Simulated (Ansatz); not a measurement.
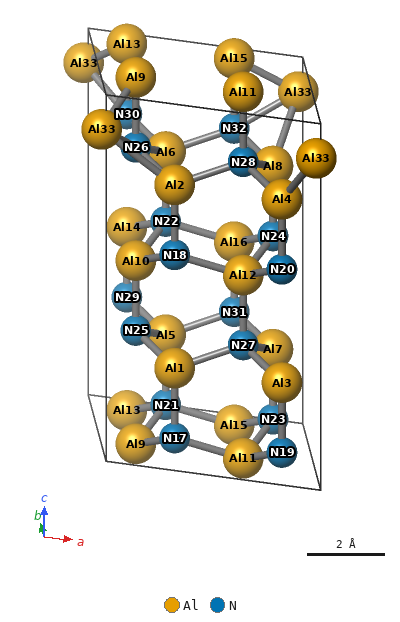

Fig. 1: The starting structure (ball-and-stick view of the cell of the calculation, seen at an oblique angle; atoms are numbered from 1 in the order of the input). An atom can appear more than once, as a periodic image.

**Run report: Al17N16, geometry relaxation (part 1 of 3)**

The run: geometry relaxation of Al17N16 (defect cell, 33 atoms in the cell). Method and program: DFT PBE, scalar-relativistic, plane waves, PAW, spin-polarised (Ansatz 0.2.0).

The structure derives from a Materials Project entry. It belongs to a series of runs on one base structure; here: Al interstitial, charge +0, atoms relaxed. Figures and captions count atoms from 1; the log counts them from 0 in places.

## Input file
```yaml
crystal:
  lattice:
    - [3.1302084199, -5.4216800216, 0.0]
    - [-6.2604168399, 0.0, 0.0]
    - [0.0, 0.0, -10.0360866438]
  atoms:
    - { symbol: Al, position: [0.3333333333, 0.1666666667, 0.2503828871] }
    - { symbol: Al, position: [0.3333333333, 0.1666666667, 0.7503828871] }
    - { symbol: Al, position: [0.8333333333, 0.1666666667, 0.2503828871] }
    - { symbol: Al, position: [0.8333333333, 0.1666666667, 0.7503828871] }
    - { symbol: Al, position: [0.3333333333, 0.6666666667, 0.2503828871] }
    - { symbol: Al, position: [0.3333333333, 0.6666666667, 0.7503828871] }
    - { symbol: Al, position: [0.8333333333, 0.6666666667, 0.2503828871] }
    - { symbol: Al, position: [0.8333333333, 0.6666666667, 0.7503828871] }
    - { symbol: Al, position: [0.1666666667, 0.3333333333, 0.0003828871] }
    - { symbol: Al, position: [0.1666666667, 0.3333333333, 0.5003828871] }
    - { symbol: Al, position: [0.6666666667, 0.3333333333, 0.0003828871] }
    - { symbol: Al, position: [0.6666666667, 0.3333333333, 0.5003828871] }
    - { symbol: Al, position: [0.1666666667, 0.8333333333, 0.0003828871] }
    - { symbol: Al, position: [0.1666666667, 0.8333333333, 0.5003828871] }
    - { symbol: Al, position: [0.6666666667, 0.8333333333, 0.0003828871] }
    - { symbol: Al, position: [0.6666666667, 0.8333333333, 0.5003828871] }
    - { symbol: "N", position: [0.3333333333, 0.1666666667, 0.0596171129] }
    - { symbol: "N", position: [0.3333333333, 0.1666666667, 0.5596171129] }
    - { symbol: "N", position: [0.8333333333, 0.1666666667, 0.0596171129] }
    - { symbol: "N", position: [0.8333333333, 0.1666666667, 0.5596171129] }
    - { symbol: "N", position: [0.3333333333, 0.6666666667, 0.0596171129] }
    - { symbol: "N", position: [0.3333333333, 0.6666666667, 0.5596171129] }
    - { symbol: "N", position: [0.8333333333, 0.6666666667, 0.0596171129] }
    - { symbol: "N", position: [0.8333333333, 0.6666666667, 0.5596171129] }
    - { symbol: "N", position: [0.1666666667, 0.3333333333, 0.3096171129] }
    - { symbol: "N", position: [0.1666666667, 0.3333333333, 0.8096171129] }
    - { symbol: "N", position: [0.6666666667, 0.3333333333, 0.3096171129] }
    - { symbol: "N", position: [0.6666666667, 0.3333333333, 0.8096171129] }
    - { symbol: "N", position: [0.1666666667, 0.8333333333, 0.3096171129] }
    - { symbol: "N", position: [0.1666666667, 0.8333333333, 0.8096171129] }
    - { symbol: "N", position: [0.6666666667, 0.8333333333, 0.3096171129] }
    - { symbol: "N", position: [0.6666666667, 0.8333333333, 0.8096171129] }
    - { symbol: Al, position: [-0.0209016169, -0.0043558623, 0.9050231631], spin: 1.0 }
basis:
  ecutwfc: 420
  xc_grid: 2
kpoints:
  mp_grid: { grid: [2, 2, 2], shift: [0.0, 0.0, 0.0] }
hamiltonian:
  xc: pbe
scf:
  occupations: { method: gaussian, width: 0.02 }
output:
  forces: true
  stress: false
  eigenvalues: true
  populations: true
  write_density: true
  write_potential: true
  elf: true
  volumetric_format: npy
magnetization:
  spin_polarized: true
relax:
  adjacent_minimum: "off"
  f_tol: 0.02
  max_steps: 60
```

Launch command:
```bash
ansatz run input.yaml --threads 4 --pin off --max-ram 10240MiB --backend cpu --events-out ev --progress --plain --runs-dir out
```

## Output
```
Engine: ansatz 0.2.0, aarch64-unknown-linux-gnu
Pseudopotentials: kind: paw
Pseudopotential: Al, paw, valence charge 3, recommended cutoff 420 eV (normal), Al.paw.azcp
Pseudopotential: N, paw, valence charge 5, recommended cutoff 420 eV (normal), N.paw.azcp
Functional definition: PBE
  parameter kappa = 0.804
  parameter beta = 0.06672455060314922
  exchange = pbe_x(kappa = kappa, mu = beta*pi^2/3)
  correlation = pbe_c(beta = beta)
Crystal: 33 atoms, lattice volume = 340.645 Å³
Basis set: ecut = 420 eV, 6705 PW (Γ), exchange–correlation on 90×90×144 points (8 copies of the dense FFT grid, shifted against one another)
Bands: 99, of which v1, the nominal top of the filled ones, is band 66 counted from 1 (65 counted from 0)
Symmetry: 1 space group operations
Space group: P1 (ITA 1), of the structure as read, at distance tolerance 7.0e-5 Å
Magnetic group: BNS 1.1 (UNI 1), of the structure as read, at distance tolerance 7.0e-5 Å
k-points: 8
Non-local potential: Al, projectors of the file, l = 0: 2, l = 1: 2, l = 2: 1
Non-local potential: N, projectors of the file, l = 0: 2, l = 1: 2, l = 2: 1
PAW form: soft (Blöchl's): semilocal exchange-correlation on the pseudo side does not see the compensation charge
PAW one-centre angular grid: Al, 110 points (default); XC on 64 Gauss nodes
PAW one-centre angular grid: N, 110 points (default); XC on 64 Gauss nodes
Initial density: superposition of atomic densities (chi_scale 0.1, normalization cell, long waves kept (reshape's long-wave potential 0.26 eV rms))
Starting moments: Σ|m| = 1 μB on 1 of 33 sites
Initial wavefunctions: pseudopotential atomic-orbital guess
Functional: x = pbe(κ = 0.804, μ = 0.2195149727645171), c = pbe(β = 0.06672455060314922)
SCF iter   1: F=—  HF=-15333.469730 eV  |F-HF|=—  |Δ(HF+E_count)|=         —  Δρ=6.61e-2 (↑6.56e-2 ↓6.61e-2)  dr2=7.64e1  dr2_m=2.85e-2  M=0.500 μB ∫|m|=0.535 μB  β_m=0.30  ethr=3.10e-3  ⟨swp⟩=6.0  Hψ=7038  notcnv=0  defer=143
preconditioner: auto → Resta (q_TF=auto, 2.327 Å⁻¹)  ε∞=3.7  [insulator: Δε(μ)=0.025 eV  Ē_g=13.899 eV  σ=0.020 eV  W_gap=0.62  n_scr=72 (ndim 8)  ℏωp=23.0 eV  f_vac=0.000  D(μ)=5.22/eV (n_scr^D=22)  ε∞_Penn≈3.7]
spin=Collinear: Resta preconditioning applied to the charge; magnetization (m = ρ↑ − ρ↓) channel mixes plain (no charge-response kernel on spin).
SCF iter   2: F=—  HF=-15316.281280 eV  |F-HF|=—  |Δ(HF+E_count)|=    1.72e1  Δρ=3.23e-2 (↑3.12e-2 ↓3.23e-2)  dr2=1.90e1  dr2_m=2.38e-2  M=0.255 μB ∫|m|=0.325 μB  β_m=0.30  ethr=3.10e-3  ⟨swp⟩=2.9  Hψ=3071  notcnv=0  defer=426
SCF iter   3: F=—  HF=-15311.285202 eV  |F-HF|=—  |Δ(HF+E_count)|=    5.00e0  Δρ=1.68e-2 (↑1.62e-2 ↓1.68e-2)  dr2=2.15e0  dr2_m=1.43e-2  M=0.250 μB ∫|m|=0.310 μB  β_m=0.30  ethr=3.10e-3  ⟨swp⟩=3.7  Hψ=2758  notcnv=0  defer=428
SCF iter   4: F=—  HF=-15310.937646 eV  |F-HF|=—  |Δ(HF+E_count)|=   3.48e-1  Δρ=4.36e-3 (↑4.36e-3 ↓4.04e-3)  dr2=1.56e-1  dr2_m=8.36e-3  M=0.250 μB ∫|m|=0.302 μB  β_m=0.30  ethr=1.64e-3  ⟨swp⟩=2.6  Hψ=1952  notcnv=0  defer=438
SCF iter   5: F=—  HF=-15310.954524 eV  |F-HF|=—  |Δ(HF+E_count)|=   1.69e-2  Δρ=2.07e-3 (↑2.07e-3 ↓1.46e-3)  dr2=3.69e-2  dr2_m=4.70e-3  M=0.250 μB ∫|m|=0.294 μB  β_m=0.30  ethr=1.19e-4  ⟨swp⟩=3.1  Hψ=2069  notcnv=0  defer=439
SCF iter   6: F=—  HF=-15310.960123 eV  |F-HF|=—  |Δ(HF+E_count)|=   5.60e-3  Δρ=1.11e-3 (↑1.11e-3 ↓1.08e-3)  dr2=2.66e-3  dr2_m=2.63e-3  M=0.250 μB ∫|m|=0.290 μB  β_m=0.30  ethr=2.82e-5  ⟨swp⟩=3.6  Hψ=2118  notcnv=0  defer=439
SCF iter   7: F=—  HF=-15310.962423 eV  |F-HF|=—  |Δ(HF+E_count)|=   2.30e-3  Δρ=7.71e-4 (↑7.42e-4 ↓7.71e-4)  dr2=8.58e-4  dr2_m=1.50e-3  M=0.250 μB ∫|m|=0.289 μB  β_m=0.30  ethr=2.03e-6  ⟨swp⟩=2.2  Hψ=2361  notcnv=0  defer=439
Mixer restart at iter 7: flushing history
spin-set hold released at iteration 7 (site moments contracting): the magnetisation degrees of freedom join the quasi-Newton model from the next iteration; the mixer history was flushed
SCF iter   8: F=—  HF=-15310.964298 eV  |F-HF|=—  |Δ(HF+E_count)|=   1.87e-3  Δρ=5.82e-4 (↑5.63e-4 ↓5.82e-4)  dr2=4.83e-4  dr2_m=8.67e-4  M=0.250 μB ∫|m|=0.289 μB  β_m=0.65  ethr=6.55e-7  ⟨swp⟩=2.0  Hψ=1962  notcnv=0  defer=439
SCF iter   9: F=—  HF=-15310.967160 eV  |F-HF|=—  |Δ(HF+E_count)|=   2.86e-3  Δρ=8.80e-5 (↑8.80e-5 ↓8.08e-5)  dr2=5.78e-5  dr2_m=1.15e-5  M=0.250 μB ∫|m|=0.294 μB  β_m=0.63  ethr=3.69e-7  ⟨swp⟩=3.0  Hψ=2482  notcnv=0  defer=439
SCF iter  10: F=—  HF=-15310.967199 eV  |F-HF|=—  |Δ(HF+E_count)|=   3.93e-5  Δρ=3.87e-5 (↑3.53e-5 ↓3.87e-5)  dr2=5.86e-6  dr2_m=3.20e-6  M=0.250 μB ∫|m|=0.295 μB  β_m=0.82  ethr=7.63e-9  ⟨swp⟩=22.6  Hψ=15754  notcnv=0
SCF iter  11: F=—  HF=-15310.967215 eV  |F-HF|=—  |Δ(HF+E_count)|=   1.56e-5  Δρ=2.05e-5 (↑1.78e-5 ↓2.05e-5)  dr2=2.29e-6  dr2_m=6.32e-7  M=0.251 μB ∫|m|=0.296 μB  β_m=0.79  ethr=4.47e-9  ⟨swp⟩=11.6  Hψ=11379  notcnv=0
SCF iter  12: F=—  HF=-15310.967218 eV  |F-HF|=—  |Δ(HF+E_count)|=   3.38e-6  Δρ=1.24e-5 (↑1.06e-5 ↓1.24e-5)  dr2=2.23e-7  dr2_m=3.82e-7  M=0.251 μB ∫|m|=0.296 μB  β_m=0.90  ethr=1.75e-9  ⟨swp⟩=9.4  Hψ=10301  notcnv=0
SCF iter  13: F=—  HF=-15310.967222 eV  |F-HF|=—  |Δ(HF+E_count)|=   3.21e-6  Δρ=9.22e-6 (↑8.45e-6 ↓9.22e-6)  dr2=8.42e-8  dr2_m=2.31e-7  M=0.251 μB ∫|m|=0.296 μB  β_m=0.95  ethr=1.70e-10  ⟨swp⟩=10.2  Hψ=10132  notcnv=0
SCF iter  14: F=—  HF=-15310.967225 eV  |F-HF|=—  |Δ(HF+E_count)|=   3.97e-6  Δρ=5.40e-6 (↑5.31e-6 ↓5.40e-6)  dr2=1.63e-7  dr2_m=6.20e-8  M=0.250 μB ∫|m|=0.296 μB  β_m=0.97  ethr=6.43e-11  ⟨swp⟩=11.8  Hψ=11336  notcnv=0
SCF iter  15: F=-15310.967227 eV  HF=-15310.967227 eV  |F-HF|=7.34e-8  |Δ(HF+E_count)|=   1.24e-6  Δρ=3.14e-6 (↑2.99e-6 ↓3.14e-6)  dr2=1.16e-7  dr2_m=6.82e-9  M=0.250 μB ∫|m|=0.296 μB  ethr=6.43e-11  ⟨swp⟩=10.7  Hψ=10522  notcnv=0
SCF 1 converged in 15 iterations: F = -15310.967227 eV  dr2 = 1.16e-7
  greatest PAW one-centre occupation: 0.806 electrons in one spin orbital (limit 2), on the N atom at site 31 (counted from 0), in its partial waves of l = 0
relax step   1: F+E_penalty+E_count = -15310.96722665 eV  Δ(F+E_penalty+E_count) = +0.000e0 eV  max|allowed force component| = 7.053e0 eV/Å  Δτ_max = 0.0000 Å  (15 SCF iters, dr2 threshold 1.00e-5 eV, accepted)
Initial density: handed on by an earlier stage of this run
Starting moments: Σ|m| = 1 μB on 1 of 33 sites; this step starts from the density that it was given
Initial wavefunctions: those handed on with the density
iter 1 solved again at ethr=3.45e-4 eV; its pass at ethr=3.10e-3 eV (dr2=4.51e-1 eV) is discarded
SCF iter   1: F=—  HF=-15313.629001 eV  |F-HF|=—  |Δ(HF+E_count)|=         —  Δρ=4.88e-3 (↑4.83e-3 ↓4.88e-3)  dr2=4.53e-1  dr2_m=6.87e-4  M=0.320 μB ∫|m|=0.372 μB  β_m=0.30  ethr=3.45e-4  ⟨swp⟩=1.0  Hψ=6357  notcnv=0  defer=404
preconditioner: auto → Kerker (q_TF=auto, 2.327 Å⁻¹)  [metal: Δε(μ)=0.014 eV  Ē_g=12.952 eV  σ=0.020 eV  W_gap=0.39  n_scr=72 (ndim 8)  ℏωp=23.0 eV  f_vac=0.000  D(μ)=7.20/eV (n_scr^D=36)]
spin=Collinear: Kerker preconditioning applied to the charge; magnetization (m = ρ↑ − ρ↓) channel mixes plain (no charge-response kernel on spin).
SCF iter   2: F=—  HF=-15313.572614 eV  |F-HF|=—  |Δ(HF+E_count)|=   5.64e-2  Δρ=3.24e-3 (↑3.17e-3 ↓3.24e-3)  dr2=2.21e-1  dr2_m=4.06e-4  M=0.328 μB ∫|m|=0.380 μB  β_m=0.58  ethr=3.45e-4  ⟨swp⟩=1.5  Hψ=1157  notcnv=0  defer=404
SCF iter   3: F=—  HF=-15313.526393 eV  |F-HF|=—  |Δ(HF+E_count)|=   4.62e-2  Δρ=8.08e-4 (↑8.01e-4 ↓8.08e-4)  dr2=1.78e-2  dr2_m=1.41e-4  M=0.385 μB ∫|m|=0.434 μB  β_m=0.67  ethr=1.69e-4  ⟨swp⟩=2.1  Hψ=1936  notcnv=0  defer=432
SCF iter   4: F=—  HF=-15313.524602 eV  |F-HF|=—  |Δ(HF+E_count)|=   1.79e-3  Δρ=4.36e-4 (↑4.36e-4 ↓4.02e-4)  dr2=2.66e-3  dr2_m=3.52e-4  M=0.473 μB ∫|m|=0.523 μB  β_m=0.83  ethr=1.36e-5  ⟨swp⟩=2.8  Hψ=2405  notcnv=0  defer=439
SCF iter   5: F=—  HF=-15313.527235 eV  |F-HF|=—  |Δ(HF+E_count)|=   2.63e-3  Δρ=1.84e-4 (↑1.84e-4 ↓1.50e-4)  dr2=5.30e-4  dr2_m=4.07e-5  M=0.500 μB ∫|m|=0.574 μB  β_m=0.88  ethr=2.03e-6  ⟨swp⟩=2.1  Hψ=2283  notcnv=0  defer=439
SCF iter   6: F=—  HF=-15313.527280 eV  |F-HF|=—  |Δ(HF+E_count)|=   4.55e-5  Δρ=8.49e-5 (↑7.55e-5 ↓8.49e-5)  dr2=1.95e-4  dr2_m=6.72e-6  M=0.500 μB ∫|m|=0.582 μB  β_m=0.92  ethr=4.05e-7  ⟨swp⟩=2.1  Hψ=2288  notcnv=0  defer=439
iter 7 did not close the SCF: its close was put off for a magnetic moment that had not settled (scf_convergence_deferred on its scf_iter line)
SCF iter   7: F=-15313.527209 eV  HF=-15313.527272 eV  |F-HF|=6.35e-5  |Δ(HF+E_count)|=   8.11e-6  Δρ=4.08e-5 (↑4.08e-5 ↓3.68e-5)  dr2=7.49e-5  dr2_m=4.39e-7  M=0.500 μB ∫|m|=0.582 μB  β_m=0.94  ethr=7.63e-8  ⟨swp⟩=18.8  Hψ=14130  notcnv=0
iter 8 did not close the SCF: its close was put off for a magnetic moment that had not settled (scf_convergence_deferred on its scf_iter line)
SCF iter   8: F=-15313.527241 eV  HF=-15313.527257 eV  |F-HF|=1.58e-5  |Δ(HF+E_count)|=   1.55e-5  Δρ=2.03e-5 (↑1.91e-5 ↓2.03e-5)  dr2=2.00e-5  dr2_m=4.88e-7  M=0.500 μB ∫|m|=0.583 μB  β_m=0.97  ethr=5.72e-8  ⟨swp⟩=10.6  Hψ=10948  notcnv=0
SCF iter   9: F=-15313.527252 eV  HF=-15313.527256 eV  |F-HF|=3.51e-6  |Δ(HF+E_count)|=   9.49e-7  Δρ=1.26e-5 (↑1.24e-5 ↓1.26e-5)  dr2=4.25e-6  dr2_m=5.32e-8  M=0.500 μB ∫|m|=0.582 μB  ethr=1.53e-8  ⟨swp⟩=9.8  Hψ=10554  notcnv=0
SCF 2 converged in 9 iterations: F = -15313.527252 eV  dr2 = 4.25e-6
  greatest PAW one-centre occupation: 0.805 electrons in one spin orbital (limit 2), on the N atom at site 31 (counted from 0), in its partial waves of l = 0
relax step   2: F+E_penalty+E_count = -15313.52725236 eV  Δ(F+E_penalty+E_count) = -2.560e0 eV  max|allowed force component| = 3.896e0 eV/Å  Δτ_max = 0.1143 Å  (9 SCF iters, dr2 threshold 1.00e-4 eV, accepted)
[... from here on the SCF iterations and repeated set-up lines of each step are left out, up to the last step ...]
SCF 3 converged in 8 iterations: F = -15314.932610 eV  dr2 = 1.02e-5
relax step   3: F+E_penalty+E_count = -15314.93261048 eV  Δ(F+E_penalty+E_count) = -1.405e0 eV  max|allowed force component| = 1.024e0 eV/Å  Δτ_max = 0.2000 Å  (8 SCF iters, dr2 threshold 1.00e-4 eV, accepted)
SCF 4 converged in 11 iterations: F = -15315.326433 eV  dr2 = 6.49e-7
relax step   4: F+E_penalty+E_count = -15315.32643286 eV  Δ(F+E_penalty+E_count) = -3.938e-1 eV  max|allowed force component| = 5.366e-1 eV/Å  Δτ_max = 0.1137 Å  (11 SCF iters, dr2 threshold 7.23e-5 eV, accepted)
SCF 5 converged in 13 iterations: F = -15314.852838 eV  dr2 = 2.45e-7
relax step   5: F+E_penalty+E_count = -15314.85283760 eV  Δ(F+E_penalty+E_count) = +4.736e-1 eV  max|allowed force component| = 2.388e0 eV/Å  Δτ_max = 0.1669 Å  (13 SCF iters, dr2 threshold 1.99e-5 eV, rejected (line search))
SCF 6 converged in 18 iterations: F = -15315.407127 eV  dr2 = 2.40e-8
relax step   6: F+E_penalty+E_count = -15315.40712704 eV  Δ(F+E_penalty+E_count) = -8.069e-2 eV  max|allowed force component| = 1.539e-1 eV/Å  Δτ_max = 0.0623 Å  (18 SCF iters, accepted)
SCF 7 converged in 7 iterations: F = -15315.414764 eV  dr2 = 1.62e-8
relax step   7: F+E_penalty+E_count = -15315.41476377 eV  Δ(F+E_penalty+E_count) = -7.637e-3 eV  max|allowed force component| = 1.221e-1 eV/Å  Δτ_max = 0.0127 Å  (7 SCF iters, accepted)
SCF 8 converged in 7 iterations: F = -15315.419061 eV  dr2 = 1.02e-8
relax step   8: F+E_penalty+E_count = -15315.41906132 eV  Δ(F+E_penalty+E_count) = -4.298e-3 eV  max|allowed force component| = 1.206e-1 eV/Å  Δτ_max = 0.0120 Å  (7 SCF iters, accepted)
SCF 9 converged in 8 iterations: F = -15315.420444 eV  dr2 = 7.76e-9
relax step   9: F+E_penalty+E_count = -15315.42044380 eV  Δ(F+E_penalty+E_count) = -1.382e-3 eV  max|allowed force component| = 1.493e-1 eV/Å  Δτ_max = 0.0248 Å  (8 SCF iters, accepted)
SCF 10 converged in 6 iterations: F = -15315.424226 eV  dr2 = 4.86e-8
relax step  10: F+E_penalty+E_count = -15315.42422588 eV  Δ(F+E_penalty+E_count) = -3.782e-3 eV  max|allowed force component| = 8.336e-2 eV/Å  Δτ_max = 0.0102 Å  (6 SCF iters, accepted)
SCF 11 converged in 7 iterations: F = -15315.426054 eV  dr2 = 1.77e-9
relax step  11: F+E_penalty+E_count = -15315.42605367 eV  Δ(F+E_penalty+E_count) = -1.828e-3 eV  max|allowed force component| = 4.243e-2 eV/Å  Δτ_max = 0.0063 Å  (7 SCF iters, accepted)
SCF 12 converged in 8 iterations: F = -15315.427131 eV  dr2 = 1.07e-9
```
